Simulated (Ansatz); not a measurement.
**Run report: WSe, single-point calculation (part 1 of 2)**

The run: single-point calculation of WSe (4 atoms in the cell). Method and program: DFT r2SCAN+U, scalar-relativistic, plane waves, PAW, Ueff = 6.2 eV on W d, spin-polarised (Ansatz 0.2.0).

The structure was built on a prototype by a generator; it need not be a known phase. It belongs to a series of runs on one base structure; here: antiferromagnetic, doubled cell, propagation vector (0, 1/2, 1/2). Figures and captions count atoms from 1; the log counts them from 0 in places.

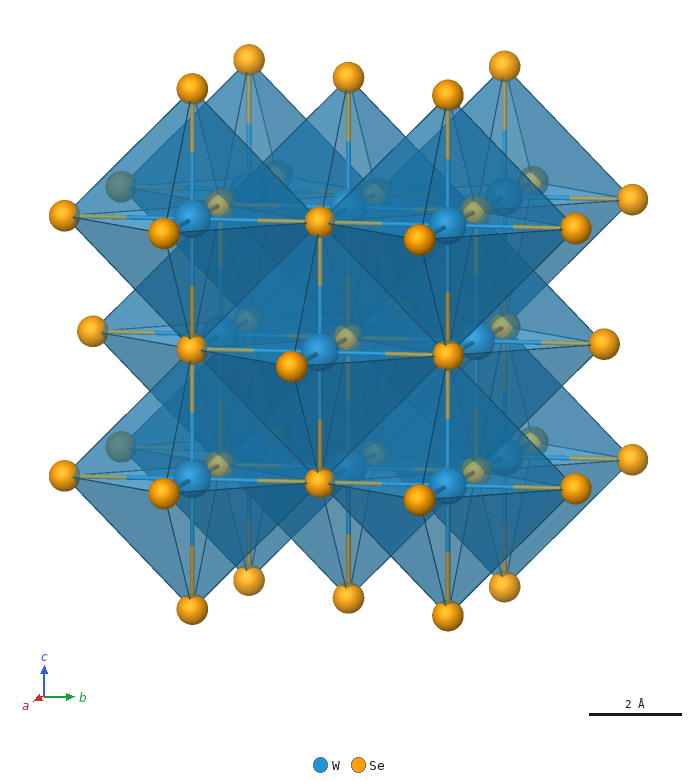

**Figure 1.** The input geometry (polyhedral view of the cell 2 times as large as that of the calculation, set on its symmetry axes, seen slightly off an axis; polyhedra are completed across the faces of the cell). An atom can appear more than once, as a periodic image.

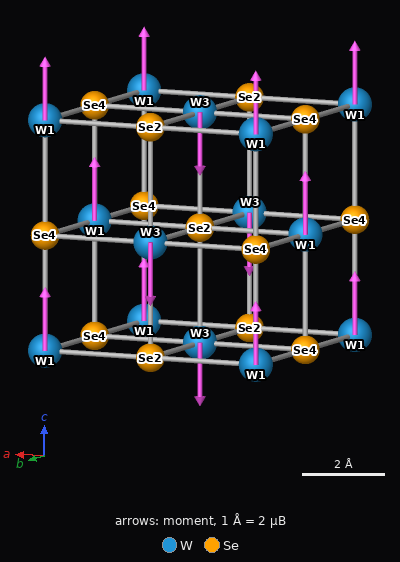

**Figure 2.** Magnetic moments of the sites as pink arrows (ball-and-stick view of the cell 2 times as large as that of the calculation, set on its symmetry axes, seen at an oblique angle; atoms are numbered from 1 in the order of the input); small moments hardly show. The run is collinear, so the axis drawn is arbitrary. Site moments: W1 (3.16 μB); W3 (−3.16 μB); Se2 (0.08 μB); Se4 (−0.08 μB). They are counted near the atoms and needn't add up to the moment of the cell.

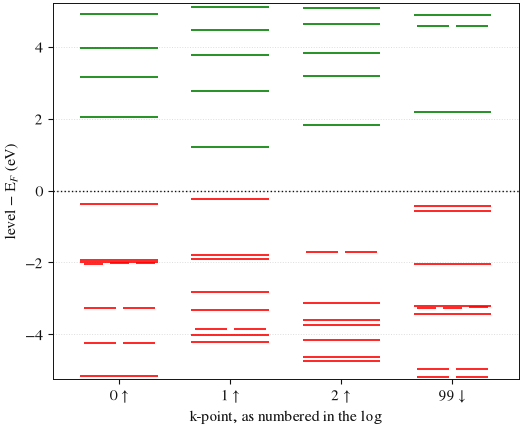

**Figure 3.** Kohn–Sham levels near the Fermi level (dotted) at the few k-points that the log prints; levels within 0.02 eV of each other stand side by side. The system is metallic on the full mesh.

These pictures come from the run below.

The input
```yaml
crystal:
  lattice:
    - [0.0, 2.8530058079, 2.8530058079]
    - [5.7060116159, 2.8530058079, 2.8530058079]
    - [5.7060116159, 5.7060116159, 0.0]
  atoms:
    - { symbol: W, position: [0.0, 1.0, 1.0], spin: 1.0 }
    - { symbol: Se, position: [0.5, 0.5, 0.0] }
    - { symbol: W, position: [0.0, 1.0, 0.5], spin: -1.0 }
    - { symbol: Se, position: [0.5, 0.5, 0.5] }
basis:
  ecutwfc: 500
kpoints:
  mp_grid: { grid: [12, 12, 6] }
hamiltonian:
  xc: r2scan
  hubbard: { sites: [{ species: W, l: d, u_eff: 6.2 }] }
scf:
  occupations: { method: gaussian, width: 0.1 }
output:
  forces: true
  stress: true
  eigenvalues: true
  populations: true
magnetization:
  spin_polarized: true
```

Launch command:
```bash
ansatz run input.yaml --threads 1 --pin off --max-ram 2560MiB --backend cpu --events-out ev --progress --plain --runs-dir out
```

Log
```
W: projections on atomic orbitals take those of the free atom [Kr 4d10 4f14] 5s2 5p6 5d4 6s2, of charge +0.00 (hamiltonian.pseudopotentials.projection_atoms); the dataset's partial waves leave at most 6.5e-5 of an orbital's norm unspanned inside its sphere
Se: projections on atomic orbitals take those of the free atom [Ar] 3d10 4s2 4p4, of charge +0.00 (hamiltonian.pseudopotentials.projection_atoms); the dataset's partial waves leave at most 2.3e-6 of an orbital's norm unspanned inside its sphere
Engine: ansatz 0.2.0, x86_64-unknown-linux-gnu
Pseudopotentials: kind: paw
Pseudopotential: W, paw, valence charge 14, recommended cutoff 500 eV (meta_gga), W.paw.azcp
Pseudopotential: Se, paw, valence charge 16, recommended cutoff 500 eV (meta_gga), Se.paw.azcp
Functional definition: r2SCAN
  parameter k0 = 0.174
  parameter k1 = 0.065
  parameter a1 = 4.9479
  exchange = r2scan_x(k0 = k0, k1 = k1, a1 = a1)
  correlation = r2scan_c
Crystal: 4 atoms, lattice volume = 92.890 Å³
Basis set: ecut = 500 eV, 2405 PW (Γ), exchange–correlation on 120×216×240 points (64 copies of the dense FFT grid, shifted against one another)
Bands: 38, of which v1, the nominal top of the filled ones, is band 30 counted from 1 (29 counted from 0)
Symmetry: 16 space group operations
Space group: P4/mmm (ITA 123), of the structure as read, at distance tolerance 4.5e-5 Å
Magnetic group: BNS 123.350 (UNI 1010), of the structure as read, at distance tolerance 4.5e-5 Å
k-points: 100 of 864
Non-local potential: W, projectors of the file, l = 0: 3, l = 1: 2, l = 2: 2, l = 3: 1
Non-local potential: Se, projectors of the file, l = 0: 2, l = 1: 2, l = 2: 3, l = 3: 1
PAW form: soft (Blöchl's): semilocal exchange-correlation on the pseudo side does not see the compensation charge
PAW frozen core: W, regenerated for the run's functional (the file was generated under x = pbe(κ = 0.804, μ = 0.2195149727645171), c = pbe(β = 0.06672455060314922))
PAW frozen core: Se, regenerated for the run's functional (the file was generated under x = pbe(κ = 0.804, μ = 0.2195149727645171), c = pbe(β = 0.06672455060314922))
PAW one-centre angular grid: W, 590 points (default); XC on 160 Gauss nodes
PAW one-centre angular grid: Se, 590 points (default); XC on 160 Gauss nodes
Initial density: superposition of atomic densities (chi_scale 0.1, normalization cell)
Starting moments: Σ|m| = 2 μB on 2 of 4 sites
Starting magnetic order: antiferromagnet; a translation exchanges its spin sublattices: spin-degenerate at every k-point
Initial wavefunctions: pseudopotential atomic-orbital guess
Functional: x = r2scan, c = r2scan; τ floored in thin density (d = 2e-4 eV/Å³)
iter 1 solved again at ethr=8.26e-4 eV; its pass at ethr=3.10e-3 eV (dr2=4.96e-1 eV) is discarded
```
